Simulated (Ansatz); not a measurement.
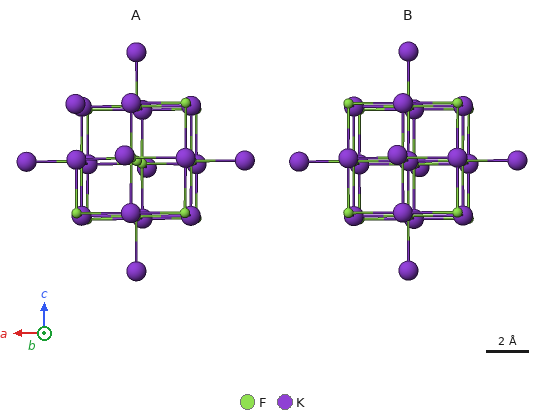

Two geometries of a defect cell of composition F32K32, drawn at one scale. One is the start of a relaxation, the other its converged end. The picture is a ball-and-stick view of the atoms within 5.8 Å of the atom that moves most (axes of the cell of the calculation (origin shifted)), seen from a free direction.

All numbers below come from DFT, PBEsol, PAW, plane waves in Ansatz. Settings: plane-wave cutoff 420 eV; k-point mesh 1 × 1 × 1; mesh shifted by (0.25, 0.25, 0.25); no spin polarisation; atoms relaxed in a fixed cell; force threshold 0.03 eV/Å; at most 80 steps.

### Which geometry has the lower energy?

Structure B is the relaxed one. After 33 accepted moves (34 points after the start) the energy has fallen by 13.995 eV per cell of the calculation. The largest force component goes from 2.5 to 0.014 eV/Å. 1 step only repeated the SCF at the same geometry. The largest move is that of an F atom, 4.58 Å along [1 1 1]. Largest moves by element: F 4.58 Å, K 3.72 Å. The cell doesn't change. Some distances before and after: F–K 5.939 → 2.647 Å, F–K 5.887 → 2.647 Å, F–K 5.295 → 2.649 Å, F–K 2.592 → 4.585 Å. New bonds form: F–K (3.72 → 2.65 Å), F–K (3.73 → 2.65 Å), F–K (3.76 → 2.65 Å), F–K (3.77 → 2.65 Å). Bonds break: F–K (2.59 → 4.59 Å). Bond angles that change, for instance: K–F–K 89.4° → 179.9°, K–F–K 178.1° → 89.9°, K–F–K 177.4° → 89.9°. Cost: 36 s on 1 × NVIDIA GB300 Max-Q with 8 threads of Arm Neoverse-V2, peak memory 1.8 GiB.
